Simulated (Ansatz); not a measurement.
Cell and atoms:

```xyz
16
Lattice="5.0381 0.0000 0.0000 0.0000 3.1249 0.0000 -0.0065 0.0000 11.8208" Properties=species:S:1:pos:R:3 pbc="T T T"
Al    2.5169    1.5625    2.7943
Al    2.5136    1.5625    8.2047
Al    5.0293    1.5625   10.0029
Al    5.0326    1.5625    4.5925
Al    5.0325    0.0000    1.9049
Al    5.0293    0.0000    7.3153
Ga    2.5157    0.0000   10.9156
Ga    2.5189    0.0000    5.5052
N     4.4744    0.0000   10.9150
N     4.4776    0.0000    5.5046
N     4.4190    1.5625    2.7950
N     4.4157    1.5625    8.2054
N     1.8818    1.5625    9.9716
N     1.8851    1.5625    4.5612
N     1.8967    0.0000    1.9362
N     1.8935    0.0000    7.3466
```

**Say what kind of structure these coordinates give.**

The material is Al$_{3}$GaN$_{4}$. Its lattice is primitive monoclinic, its space group Pm (No. 6). There are 16 atoms in the cell: 6 Al, 2 Ga, 8 N. Ga takes two kinds of site: 1a with three N in a trigonal pyramidal arrangement at 1.93 to 1.96 Å; 1a with four N in a tetrahedral arrangement at 1.93 to 1.96 Å. Counting atoms within bonding range gives coordination numbers of Al 3 to 4 (mean 3.8) and N 3 to 4 (mean 3.8). The bonds build Al3GaN4 layers parallel to (001).

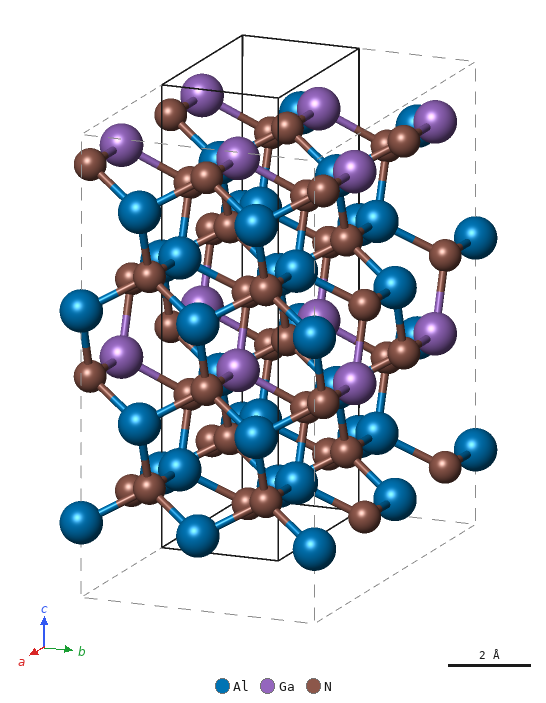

View slightly off an axis, drawn as a ball-and-stick model. The conventional unit cell (solid box) is repeated to 2×2×1 cells.

The model was built from a structure listed in the Materials Project. The cell was then strained or its atoms displaced on purpose. It was run through Ansatz as a DFT input.

At this level of theory the run's own cell isn't at rest (stretched, at -5 GPa and forces up to 1.5 eV/Å), so its distances can differ from those at equilibrium, the more so the softer the solid.
